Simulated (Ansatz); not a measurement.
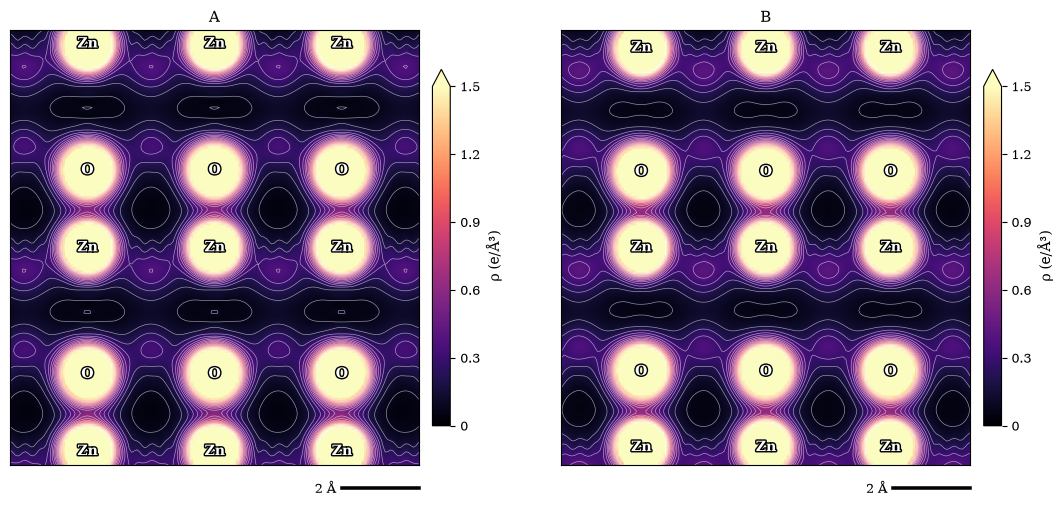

ZnO. The valence electron density of two cells that differ in size, on the (100) plane of each (indices in the axes of the calculation cell), at one length scale and on one colour scale: A has 12.4 Å³ an atom and B 11.7.

These are results of Ansatz 0.2.0, Kohn-Sham DFT of a periodic cell, PBE, Ansatz PAW, not measurements.

The larger cell:

```
CELL_PARAMETERS angstrom
3.29207 0.00000 0.00000
-1.64603 2.85101 0.00000
0.00000 0.00000 5.27421
ATOMIC_POSITIONS crystal
Zn 0.66667 0.33333 0.00000
Zn 0.33333 0.66667 0.50000
O 0.33333 0.66667 0.87901
O 0.66667 0.33333 0.37901
```

The smaller cell: a = 3.227 Å, b = 3.227 Å, c = 5.171 Å, α = 90.00°, β = 90.00°, γ = 120.00°.

### What does the compression do to the bonding and the properties?

From the larger cell to the smaller, Zn–O goes from 2.00 to 1.96 Å, and the density at its midpoint from 0.56 to 0.64 e/Å³; the pressure goes from −0.5 to 8 GPa; the Kohn–Sham gap goes from 0.75 eV to 0.83 eV.
